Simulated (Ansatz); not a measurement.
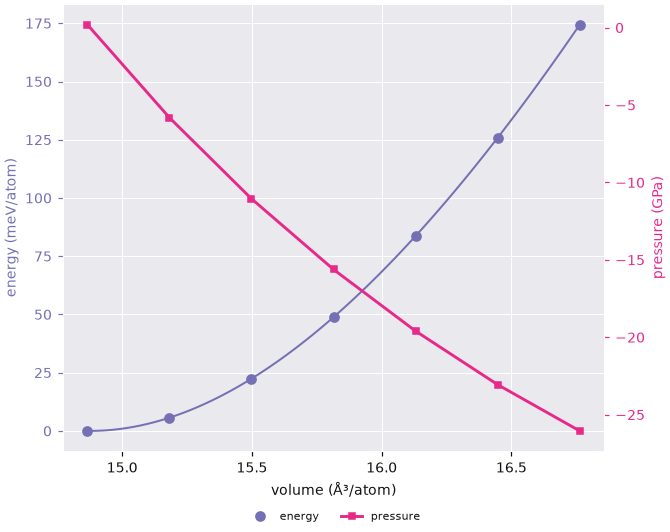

The picture above shows the energy and pressure against volume for Pt, space group P6_3/mmc (No. 194).

Structure:
```yaml
crystal:
  lattice:
    - [2.76067, 0.00000, 0.00000]
    - [-1.38033, 2.39081, 0.00000]
    - [0.00000, 0.00000, 4.79213]
  atoms:
    - { symbol: Pt, position: [0.33333, 0.66667, 0.25000] }
    - { symbol: Pt, position: [0.66667, 0.33333, 0.75000] }
```

How it was computed, with Ansatz 0.2.0: all-electron LAPW DFT, no spin polarisation; energies at scaled volumes of the given cell, shape and fractions fixed, counted from the fit's minimum, third-order Birch-Murnaghan fit. Level: LDA.

- k mesh: 11×11×6
- occupations: Fermi–Dirac
- smearing width: 0.05 eV
- potentials: all electron LAPW, scalar relativistic
- program settings: basis error eV/atom 0.001

How stiff is the solid, and where is its volume at rest?

A third-order Birch–Murnaghan fit gives V0 = 14.88 Å³/atom, B0 = 301 GPa and B′ = 5.4.

Read off the course of the pressure.

It falls from 0.20 GPa at volume 14.87 Å³/atom to −26.05 GPa at 16.76 Å³/atom, and changes sign near 14.88 Å³/atom.

Limits of the calculation: the fit and the printed pressures don't fully agree, or the minimum lies near the end of the range; spin-orbit coupling left out, heavy elements; shape and atomic fractions are frozen while scaling, which makes layered, chain and framework solids too stiff.

The computed values:

| volume (Å³/atom) | energy (meV/atom) | pressure (GPa) |
| --- | --- | --- |
| 14.87 | 0 | 0.20 |
| 15.18 | 6 | −5.81 |
| 15.50 | 22 | −11.05 |
| 15.81 | 49 | −15.62 |
| 16.13 | 84 | −19.60 |
| 16.45 | 126 | −23.06 |
| 16.76 | 174 | −26.05 |
